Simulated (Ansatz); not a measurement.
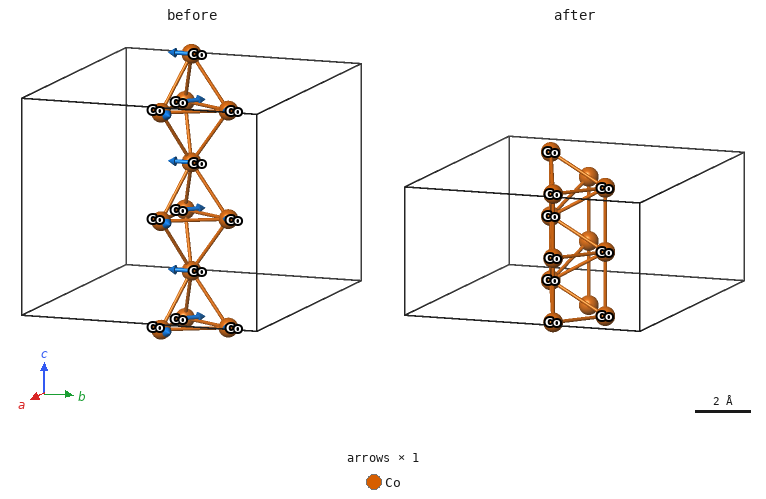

The structure of a wire of composition Co before (left) and after (right) a relaxation, at one scale. The blue arrows give the displacements (the part carried along by the change of the cell is left out), at their true length.

A ball-and-stick model of the 2 repeat of the cell, with the vacuum cut short, seen slightly off an axis.

Case: wire along [0 0 1], 4 atoms a period.

These are results of DFT PBE, scalar-relativistic, plane waves, PAW (Ansatz), not measurements. Set-up: plane-wave cutoff 420 eV; k-point mesh 1 × 1 × 8; occupations gaussian; smearing width 0.05 eV; collinear spin; cell relaxed at fixed a, b, alpha, beta, gamma; force threshold 0.02 eV/Å; at most 45 steps.

### What changed between the two?

The atom that moves furthest relative to the layer's centre is a Co atom (0.93 Å). Along the periodic axis the drawn cell goes c 8.066 → 4.771 Å (−40.9 %). Near-neighbour distances that change, for instance: Co–Co 4.033 → 2.385 Å, Co–Co 2.494 → 3.711 Å, Co–Co 2.494 → 2.289 Å, Co–Co 2.478 → 2.342 Å. New bonds form: Co–Co (4.03 → 2.39 Å). Bonds break: Co–Co (2.49 → 3.71 Å). Bond angles that change, for instance: Co–Co–Co 146.2° → 87.5°, Co–Co–Co 108.9° → 58.5°, Co–Co–Co 60.0° → 108.3°. Over 14 accepted moves (15 points after the start) the energy falls by 2.910 eV per cell of the calculation. The largest force component goes from 1.8 to 0.0052 eV/Å. The SCF was repeated once at an unchanged geometry on a basis and grid sized afresh for the cell, which shifted the energy by 10.8 meV per cell of the calculation at most. Cost: 3.6 min on 4 threads of Intel(R) Xeon(R) Platinum 8259CL CPU @ 2.50GHz (Skylake/Cascade Lake) (shared host), peak memory 1 GiB.

Limits of the set-up: the k-point mesh is coarse for a cell with partly filled bands.
